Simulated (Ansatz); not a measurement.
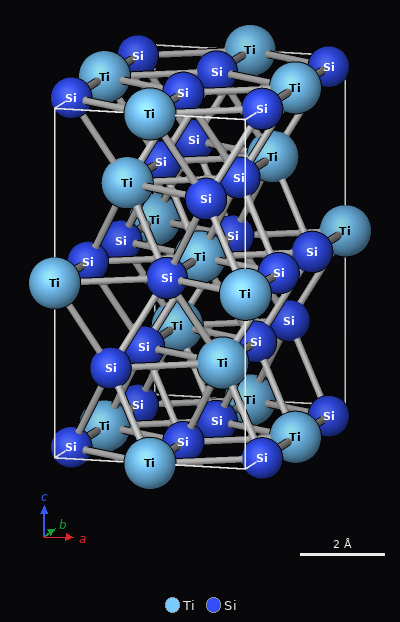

Figure 1. The structure as given in the input (ball-and-stick view of the cell 4 times as large as that of the calculation, set on its symmetry axes, seen slightly off an axis).

# Band-structure calculation, with input and output: TiSi2

System: TiSi2 (Fddd, 6 atoms in the cell).
Method: DFT, PBE, PAW with Ansatz's default frozen-core files, scalar-relativistic, no spin polarisation (Ansatz 0.2.0).

The structure derives from an entry of the Crystallography Open Database. It belongs to a series of runs on one base structure; here: PAW files in place of LAPW. Figures and captions count atoms from 1; the log counts them from 0 in places.

The program's output:
```
Engine: ansatz 0.2.0, x86_64-unknown-linux-gnu
Pseudopotentials: kind: paw
Pseudopotential: Ti, paw, valence charge 12, recommended cutoff 420 eV (normal), Ti.paw.azcp
Pseudopotential: Si, paw, valence charge 4, recommended cutoff 420 eV (normal), Si.paw.azcp
Functional definition: PBE
  parameter kappa = 0.804
  parameter beta = 0.06672455060314922
  exchange = pbe_x(kappa = kappa, mu = beta*pi^2/3)
  correlation = pbe_c(beta = beta)
Crystal: 6 atoms, lattice volume = 83.761 Å³
Basis set: ecut = 420 eV, 1617 PW (Γ), exchange–correlation on 80×72×64 points (8 copies of the dense FFT grid, shifted against one another)
Bands: 26, of which v1, the nominal top of the filled ones, is band 20 counted from 1 (19 counted from 0)
Symmetry: 8 space group operations
Space group: Fddd (ITA 70), of the structure as read, at distance tolerance 4.4e-5 Å
k-points: 95 of 512
Non-local potential: Ti, projectors of the file, l = 0: 3, l = 1: 2, l = 2: 3, l = 3: 1
Non-local potential: Si, projectors of the file, l = 0: 2, l = 1: 2, l = 2: 2
PAW form: soft (Blöchl's): semilocal exchange-correlation on the pseudo side does not see the compensation charge
PAW one-centre angular grid: Ti, 590 points (default); XC on 64 Gauss nodes
PAW one-centre angular grid: Si, 110 points (default); XC on 64 Gauss nodes
Initial density: superposition of atomic densities (neutral atoms: chi_scale 0, normalization atom), corrected by the library's trained network
Initial wavefunctions: pseudopotential atomic-orbital guess
Functional: x = pbe(κ = 0.804, μ = 0.2195149727645171), c = pbe(β = 0.06672455060314922)
SCF iter   1: F=—  HF=-7545.931637 eV  |F-HF|=—  |Δ(HF+E_count)|=         —  Δρ=4.11e-3  dr2=2.03e-2  ethr=1.77e-3  ⟨swp⟩=6.2  Hψ=12317  notcnv=0  defer=3
preconditioner: auto → Kerker (q_TF=auto, 2.412 Å⁻¹)  [metal: Δε(μ)=0.016 eV  Ē_g=6.388 eV  σ=0.080 eV  W_gap=0.05  n_scr=16 (ndim 8)  ℏωp=19.9 eV  f_vac=0.000  D(μ)=2.04/eV (n_scr^D=12)]
SCF iter   2: F=—  HF=-7545.929424 eV  |F-HF|=—  |Δ(HF+E_count)|=   2.21e-3  Δρ=1.98e-3  dr2=4.10e-3  ethr=5.09e-5  ⟨swp⟩=1.2  Hψ=3253  notcnv=0
SCF iter   3: F=—  HF=-7545.929052 eV  |F-HF|=—  |Δ(HF+E_count)|=   3.72e-4  Δρ=5.57e-4  dr2=3.46e-4  ethr=1.03e-5  ⟨swp⟩=2.6  Hψ=3522  notcnv=0
SCF iter   4: F=—  HF=-7545.928995 eV  |F-HF|=—  |Δ(HF+E_count)|=   5.77e-5  Δρ=9.64e-5  dr2=7.35e-6  ethr=8.66e-7  ⟨swp⟩=2.0  Hψ=3428  notcnv=0
SCF iter   5: F=—  HF=-7545.928998 eV  |F-HF|=—  |Δ(HF+E_count)|=   3.12e-6  Δρ=1.78e-5  dr2=1.77e-7  ethr=1.84e-8  ⟨swp⟩=2.1  Hψ=3510  notcnv=0
SCF iter   6: F=-7545.928998 eV  HF=-7545.928998 eV  |F-HF|=4.05e-9  |Δ(HF+E_count)|=   2.68e-8  Δρ=2.54e-6  dr2=6.01e-9  ethr=2.50e-10  ⟨swp⟩=5.6  Hψ=9834  notcnv=0
SCF 1 converged in 6 iterations: F = -7545.928998 eV  dr2 = 6.01e-9
  greatest PAW one-centre occupation: 0.999 electrons in one spin orbital (limit 2), on the Ti atom at site 1 (counted from 0), in its partial waves of l = 0
```

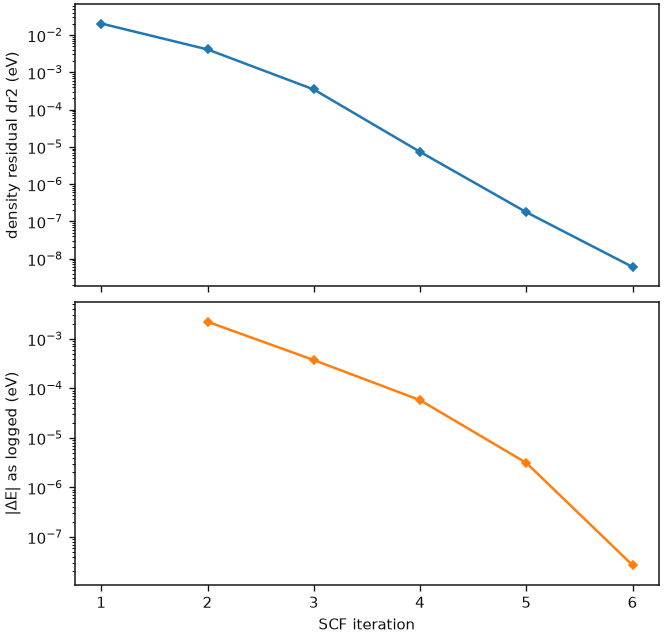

Figure 2. Convergence of the self-consistent field: density residual dr2 and size of the energy change against the SCF iteration. The residual falls at every step.

```
NSCF: frozen V_eff on 65 k-points
SCF converged after 6 iterations
Free energy (F): -7545.928998 eV
Harris-Foulkes:  -7545.928998 eV  (|F-HF|=4.05e-9)
Internal energy: -7545.886035 eV  (E = F + TS)
E sigma→0 (E₀):  -7545.907516 eV
Entropy (-TS):   -0.042963 eV (-7.161 meV/atom)
Fermi energy:    12.676505 eV
--- Per-component energies (eV) ---
  E_band       = -212.286163
  E_kinetic    = 720.302074
  E_local      = -2028.193423  (includes V_loc(G=0)·N_el)
  E_nonlocal   = 117.108817
  E_hartree    = 886.280019
  E_xc         = -423.762225
  E_vxc        = -441.881106  (∫ρ·V_xc dr)
  E_paw        = -4146.272242  (= ΣΔE_a)
  E_vpaw       = -352.179292  (= ΣTr[D̂ρ^β])
  E_aug_tail   = 0.000236  (compensation charges beyond the density's cutoff)
  E_ewald      = -2671.349290
  E_smearing   = -0.042963  (= −TS)
  E_closure    = 0.000000  (closes the sum)
  Σ components = -7545.928998   (vs F -7545.928998, Δ=0.00e0)
--- Forces (eV/Å), atoms counted from 1 ---
  atom   1  Ti     0.00000000     0.00000000     0.00000000
  atom   2  Ti     0.00000000     0.00000000     0.00000000
  atom   3  Si     0.00000000     0.20228667     0.00000000
  atom   4  Si     0.00000000    -0.20228667     0.00000000
  atom   5  Si     0.00000000    -0.20228667     0.00000000
  atom   6  Si     0.00000000     0.20228667     0.00000000
  max |Σ_I F_I| component: 0.00e0 eV/Å
--- Stress (GPa, compression-positive) ---
        2.948690       0.000000       0.000000
        0.000000       1.950385       0.000000
        0.000000       0.000000       2.063760
  P = ⅓ Tr σ = 2.3209 GPa (23.209 kbar)
--- PAW observables at the nuclei: V_zz in 10²¹ V/m², potentials from the cell's mean, atoms counted from 1 ---
  atom   1  Ti V_zz =    +1.144837   η = 0.4846   by run symmetry: allowed
            electrostatic potential = -2531.903040 V   contact ρ = 56782.221118 e/Å³
  atom   2  Ti V_zz =    +1.144837   η = 0.4846   by run symmetry: allowed
            electrostatic potential = -2531.903040 V   contact ρ = 56782.221118 e/Å³
  atom   3  Si V_zz =    -3.411524   η = 0.2737   by run symmetry: allowed
            electrostatic potential = -1364.679468 V   contact ρ = 12812.842138 e/Å³
  atom   4  Si V_zz =    -3.411524   η = 0.2737   by run symmetry: allowed
            electrostatic potential = -1364.679468 V   contact ρ = 12812.842138 e/Å³
  atom   5  Si V_zz =    -3.411524   η = 0.2737   by run symmetry: allowed
            electrostatic potential = -1364.679468 V   contact ρ = 12812.842138 e/Å³
  atom   6  Si V_zz =    -3.411524   η = 0.2737   by run symmetry: allowed
            electrostatic potential = -1364.679468 V   contact ρ = 12812.842138 e/Å³
--- Band table (eV; the first three rows and the last of 95) ---
  k-point 0: bands = ["-43.5509", "-43.5220", "-19.9483", "-19.9279", "-19.8547", "-19.8396", "-19.8204", "-19.8134", "0.0837", "5.8186", "6.9598", "7.3128", "7.8476", "8.8232", "8.8816", "10.0365", "10.4245", "10.7237", "10.9527", "11.1662", "11.7386", "14.6967", "15.8803", "15.9783", "16.0600", "16.1000"]
  k-point 1: bands = ["-43.5500", "-43.5228", "-19.9476", "-19.9275", "-19.8586", "-19.8396", "-19.8201", "-19.8133", "0.2496", "5.6385", "6.2984", "7.1312", "8.1134", "8.8630", "9.2037", "10.0078", "10.3549", "10.6817", "11.2393", "11.4616", "11.7163", "14.5288", "15.6599", "15.7748", "15.9326", "16.1046"]
  k-point 2: bands = ["-43.5477", "-43.5250", "-19.9477", "-19.9242", "-19.8698", "-19.8385", "-19.8204", "-19.8118", "0.7322", "5.1324", "5.3083", "6.9684", "7.9289", "8.7175", "9.6438", "9.8869", "10.8730", "11.2516", "11.4536", "11.6545", "12.3142", "14.0825", "15.3279", "15.4063", "15.5872", "15.6496"]
  k-point 94: bands = ["-43.5363", "-43.5363", "-19.9041", "-19.9041", "-19.8893", "-19.8893", "-19.8145", "-19.8145", "2.0218", "2.0218", "7.7035", "7.7035", "7.7580", "7.7580", "9.6674", "9.6674", "11.0655", "11.0655", "11.6386", "11.6386", "13.4791", "13.4791", "15.9027", "15.9027", "16.0993", "16.0993"]
--- Löwdin populations: 6 sites ---
  site symbol       q [e]
     0     Ti     11.6168
     1     Ti     11.6168
     2     Si      4.0827
     3     Si      4.0827
     4     Si      4.0827
     5     Si      4.0827
  spilling = 0.010894 (of n_electrons = 40.000000)
--- Bader charges: 6 sites ---
  site symbol  charge [e]  shift [e]
     0     Ti      1.1402     0.0058
     1     Ti      1.1402     0.0058
     2     Si     -0.5701     0.0029
     3     Si     -0.5702     0.0029
     4     Si     -0.5700     0.0029
     5     Si     -0.5701     0.0029
  estimated error of the sums over rays = 9.5e-4 e
```

File bader_charges.tsv:
```
# site	symbol	x_ang	y_ang	z_ang	partial_charge_e	electrons	volume_ang3	relative_density_drop	shared_charge_e	partial_wave_shift_e
# quadrature_error_electrons = 9.5e-4
0	Ti	3.5798	6.1770	6.3923	1.14016	20.85984	10.01	-	1.14016	0.00580
1	Ti	2.3865	4.1180	4.2615	1.14022	20.85978	10.01	-	1.14022	0.00580
2	Si	1.1933	0.6836	2.1308	-0.57005	14.57005	15.93	-	-0.57005	0.00290
3	Si	1.1933	3.4344	2.1308	-0.57020	14.57020	15.93	-	-0.57020	0.00290
4	Si	2.3865	1.3754	4.2615	-0.57001	14.57001	15.93	-	-0.57001	0.00290
5	Si	2.3865	6.8606	4.2615	-0.57013	14.57013	15.93	-	-0.57013	0.00290
```

File dos.tsv:
```
# E-E_F[eV]	g_bin_mean(E)[states/eV]	N(E)
# format = ansatz-dos/2
# fermi_ev = 12.676505
# fermi_mp_grid = 8 8 8
# fermi_mp_shift = 0 0 0
# tetrahedron_fermi_ev = 12.638649
# g_bin_mean(E): the states in a bin one row spacing wide, centred on E, divided by that spacing. States that the method places at a single energy (under output.dos.method: tetrahedron, those of a tetrahedron whose four corners have one energy) are counted whole in the row whose bin holds that energy (on the edge of two bins, in the lower row). The sum of g_bin_mean over a run of rows, times the row spacing, is the number of states from half a spacing under the first of them to half a spacing over the last (a plain sum, not the trapezoid rule).
-14.000000	0.000000e0	1.600000e1
-13.800000	0.000000e0	1.600000e1
-13.600000	0.000000e0	1.600000e1
-13.400000	0.000000e0	1.600000e1
-13.200000	0.000000e0	1.600000e1
-13.000000	0.000000e0	1.600000e1
-12.800000	0.000000e0	1.600000e1
-12.600000	1.522162e-2	1.600000e1
-12.400000	2.218190e-1	1.602223e1
-12.200000	3.598610e-1	1.607980e1
-12.000000	4.544510e-1	1.616287e1
-11.800000	5.499274e-1	1.626258e1
-11.600000	6.407979e-1	1.638249e1
-11.400000	7.219769e-1	1.651836e1
-11.200000	8.205001e-1	1.667219e1
-11.000000	9.546261e-1	1.684745e1
-10.800000	1.213754e0	1.706243e1
-10.600000	1.454627e0	1.734256e1
-10.400000	1.430080e0	1.760861e1
-10.200000	8.249892e-1	1.785822e1
-10.000000	6.528811e-1	1.800054e1
-9.800000	6.990626e-1	1.812692e1
-9.600000	9.259120e-1	1.828843e1
-9.400000	1.292263e0	1.850064e1
-9.200000	1.653707e0	1.882174e1
-9.000000	1.203405e0	1.910520e1
-8.800000	9.938267e-1	1.932044e1
-8.600000	9.445512e-1	1.951220e1
-8.400000	1.387088e0	1.971689e1
-8.200000	1.838403e0	2.006357e1
-8.000000	2.019862e0	2.044949e1
-7.800000	1.585496e0	2.082433e1
-7.600000	1.311332e0	2.110610e1
-7.400000	1.090500e0	2.134936e1
-7.200000	1.009475e0	2.155194e1
-7.000000	1.091140e0	2.176413e1
-6.800000	1.093184e0	2.197848e1
-6.600000	1.247578e0	2.221393e1
-6.400000	1.535880e0	2.248291e1
-6.200000	1.884820e0	2.281419e1
-6.000000	1.906318e0	2.323992e1
-5.800000	1.116087e0	2.353038e1
-5.600000	8.614890e-1	2.371449e1
-5.400000	9.456089e-1	2.389624e1
-5.200000	1.215773e0	2.410665e1
-5.000000	1.645917e0	2.438646e1
-4.800000	2.076971e0	2.475049e1
-4.600000	2.720789e0	2.525149e1
-4.400000	2.002252e0	2.573264e1
-4.200000	1.843632e0	2.610623e1
-4.000000	1.930679e0	2.647608e1
-3.800000	2.535451e0	2.692498e1
-3.600000	2.376970e0	2.742230e1
-3.400000	2.312016e0	2.790519e1
-3.200000	1.997181e0	2.831298e1
-3.000000	2.646604e0	2.877185e1
-2.800000	3.260507e0	2.936525e1
-2.600000	3.098078e0	3.002802e1
-2.400000	3.064145e0	3.061452e1
-2.200000	4.193625e0	3.135063e1
-2.000000	3.809697e0	3.216890e1
-1.800000	3.594084e0	3.287373e1
-1.600000	4.932697e0	3.370739e1
-1.400000	4.904907e0	3.472508e1
-1.200000	5.371901e0	3.575232e1
-1.000000	4.857181e0	3.678768e1
-0.800000	3.906389e0	3.767901e1
-0.600000	3.388201e0	3.839713e1
-0.400000	2.965825e0	3.903429e1
-0.200000	2.663771e0	3.959433e1
0.000000	2.060753e0	4.007846e1
0.200000	1.557143e0	4.043401e1
0.400000	1.258492e0	4.070232e1
0.600000	1.521897e0	4.096471e1
0.800000	3.120120e0	4.138232e1
1.000000	3.171967e0	4.209941e1
1.200000	3.893888e0	4.273148e1
1.400000	3.419542e0	4.356541e1
1.600000	1.539360e0	4.403628e1
1.800000	1.374003e0	4.428895e1
2.000000	2.138350e0	4.461151e1
2.200000	3.693749e0	4.521155e1
2.400000	4.412077e0	4.601861e1
2.600000	6.889861e0	4.698332e1
2.800000	8.612053e0	4.867635e1
3.000000	6.714466e0	5.027916e1
3.200000	4.137679e0	5.147102e1
3.400000	1.213753e0	5.192377e1
3.600000	3.108569e-3	5.200000e1
3.800000	0.000000e0	5.200000e1
4.000000	0.000000e0	5.200000e1
4.200000	0.000000e0	5.200000e1
4.400000	0.000000e0	5.200000e1
4.600000	0.000000e0	5.200000e1
4.800000	0.000000e0	5.200000e1
5.000000	0.000000e0	5.200000e1
5.200000	0.000000e0	5.200000e1
5.400000	0.000000e0	5.200000e1
5.600000	0.000000e0	5.200000e1
5.800000	0.000000e0	5.200000e1
6.000000	0.000000e0	5.200000e1
6.200000	0.000000e0	5.200000e1
6.400000	0.000000e0	5.200000e1
6.600000	0.000000e0	5.200000e1
6.800000	0.000000e0	5.200000e1
7.000000	0.000000e0	5.200000e1
7.200000	0.000000e0	5.200000e1
7.400000	0.000000e0	5.200000e1
7.600000	0.000000e0	5.200000e1
7.800000	0.000000e0	5.200000e1
8.000000	0.000000e0	5.200000e1
```

File populations.tsv:
```
# site	symbol	l	j	q
# orbitals = lowdin
# n_electrons = 40.000000
# spilling = 0.010894
0	Ti	0_3S	-	1.883331
0	Ti	0_4S	-	0.503818
0	Ti	1_3P	-	5.987179
0	Ti	2_3D	-	3.242484
1	Ti	0_3S	-	1.883331
1	Ti	0_4S	-	0.503818
1	Ti	1_3P	-	5.987179
1	Ti	2_3D	-	3.242484
2	Si	0_3S	-	1.286432
2	Si	1_3P	-	2.796222
3	Si	0_3S	-	1.286432
3	Si	1_3P	-	2.796222
4	Si	0_3S	-	1.286432
4	Si	1_3P	-	2.796222
5	Si	0_3S	-	1.286432
5	Si	1_3P	-	2.796222
```

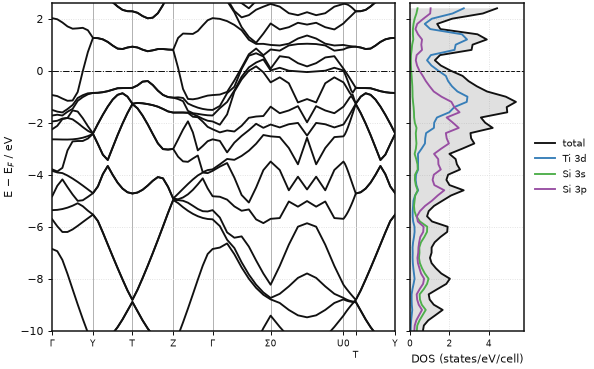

Figure 3. Band structure along Γ–Y–T–Z–Γ–Σ0–U0–T–Y and density of states (projected on Löwdin-orthogonalised atomic shells), with energies from the Fermi level. Bands cross the Fermi level: a metal at this level of theory.

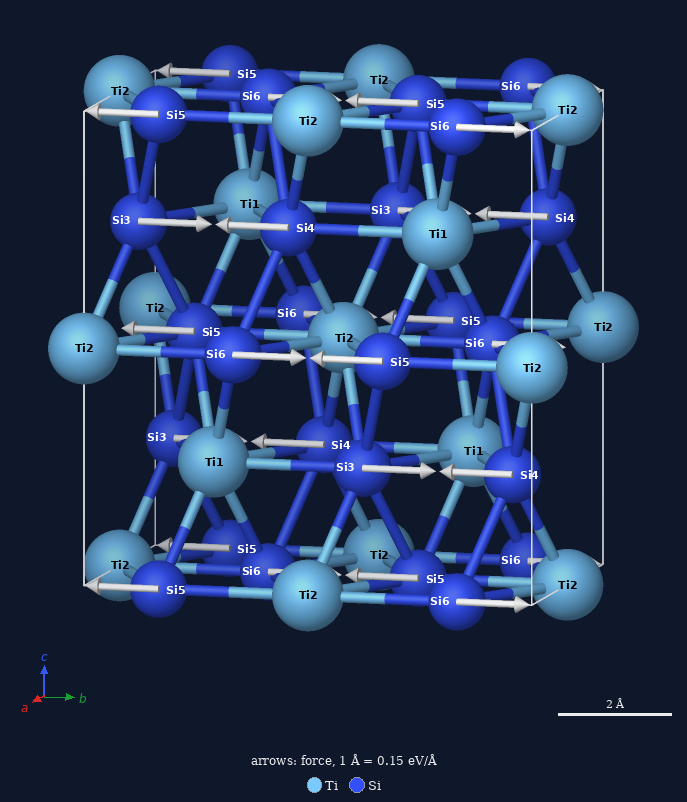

Figure 4. Forces on the atoms as white arrows (ball-and-stick view of the cell 4 times as large as that of the calculation, set on its symmetry axes, seen slightly off an axis; atoms are numbered from 1 in the order of the input). The largest act on all 4 Si atoms (0.20 eV/Å). The geometry is not a stationary point of this energy.

This output came from the following input.

Input file:
```yaml
crystal:
  lattice:
    - [0.0, 4.118, 4.2615]
    - [2.3865, 0.0, 4.2615]
    - [2.3865, 4.118, 0.0]
  atoms:
    - { symbol: Ti, position: [0.75, 0.75, 0.75] }
    - { symbol: Ti, position: [0.5, 0.5, 0.5] }
    - { symbol: Si, position: [0.083, 0.417, 0.083] }
    - { symbol: Si, position: [0.417, 0.083, 0.417] }
    - { symbol: Si, position: [0.167, 0.833, 0.167] }
    - { symbol: Si, position: [0.833, 0.167, 0.833] }
kpoints:
  mp_grid: { grid: [8, 8, 8] }
  band_path:
    path:
      - [0.0, 0.0, 0.0]
      - [0.5, 0.0, 0.5]
      - [1.0, 0.5, 0.5]
      - [0.5, 0.5, 0.0]
      - [0.0, 0.0, 0.0]
      - [0.0, 0.4123673781, 0.4123673781]
      - [1.0, 0.5876326219, 0.5876326219]
      - [1.0, 0.5, 0.5]
      - [0.5, 0.0, 0.5]
    npoints: 8
scf:
  occupations: { method: fermi_dirac, width: 0.08 }
hamiltonian:
  xc: pbe
  pseudopotentials: { kind: paw }
output:
  forces: true
  stress: true
  eigenvalues: true
  efg: { contact_densities: true }
  populations: true
  bader: true
  dos: { projected: true, de: 0.2, e_range: [-14, 8] }
```

Key numbers:

```csv
quantity,value
outcome,converged
space group (tolerance 0.01 Å),Fddd (70)
electrons treated,40
free energy,−7545.9290 eV
Fermi energy,12.677 eV
pressure,2.32 GPa
field gradient V_zz (10²¹ V/m²),"Ti 1.14, Ti 1.14, Si −3.41, Si −3.41, Si −3.41, Si −3.41"
electronic character,metal
largest force (length of the vector),0.202 eV/Å
hardware,"2 threads of an x86-64 CPU, shared host"
wall time,41 s (CPU time 79 s)
peak memory,0.57 GiB
```
